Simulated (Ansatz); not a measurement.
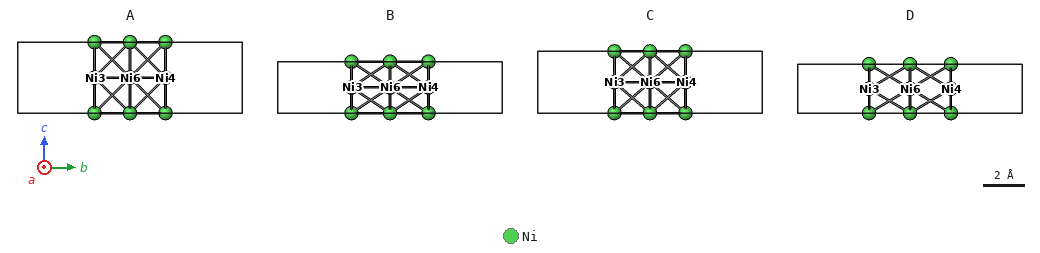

4 geometries from one relaxation of a wire of composition Ni, in shuffled order. A ball-and-stick model of the cell of the calculation, with the vacuum cut short, seen along the a axis.

Case: wire along [0 0 1], 8 atoms a period.

All numbers below come from DFT PBE, scalar-relativistic, plane waves, PAW in Ansatz. Settings: plane-wave cutoff 420 eV; k-point mesh 1 × 1 × 15; occupations gaussian; smearing width 0.05 eV; collinear spin; cell relaxed at fixed a, b, alpha, beta, gamma; force threshold 0.02 eV/Å; at most 45 steps.

Put them in the order of the run, from the start to the converged end.

A, C, B, D. They are steps 0, 3, 6, 11, at +2.305 eV per cell of the calculation, +1.370 eV per cell of the calculation, +0.354 eV per cell of the calculation relative to the last. The energy falls by 2.305 eV per cell of the calculation in 10 accepted moves (11 points after the start). Largest force component: 1.3 eV/Å at the start, 0.0058 eV/Å at the end. At 1 point the geometry stayed and the basis and grid were re-selected for the new cell (energy shift of 13.2 meV per cell of the calculation at most each time). The largest moves relative to the layer's centre, 0.39 Å, are those of Ni atoms. Along the periodic axis the drawn cell goes c 3.518 → 2.423 Å (−31.1 %). Among the contacts that change: Ni–Ni 3.518 → 2.423 Å, Ni–Ni 2.488 → 2.897 Å, Ni–Ni 2.488 → 2.845 Å, Ni–Ni 2.488 → 2.328 Å. Among the angles between lasting bonds that change: Ni–Ni–Ni 90.0° → 60.9°, Ni–Ni–Ni 90.0° → 61.6°, Ni–Ni–Ni 90.0° → 62.7°.

Limits of the set-up: the k-point mesh is coarse for a cell with partly filled bands.
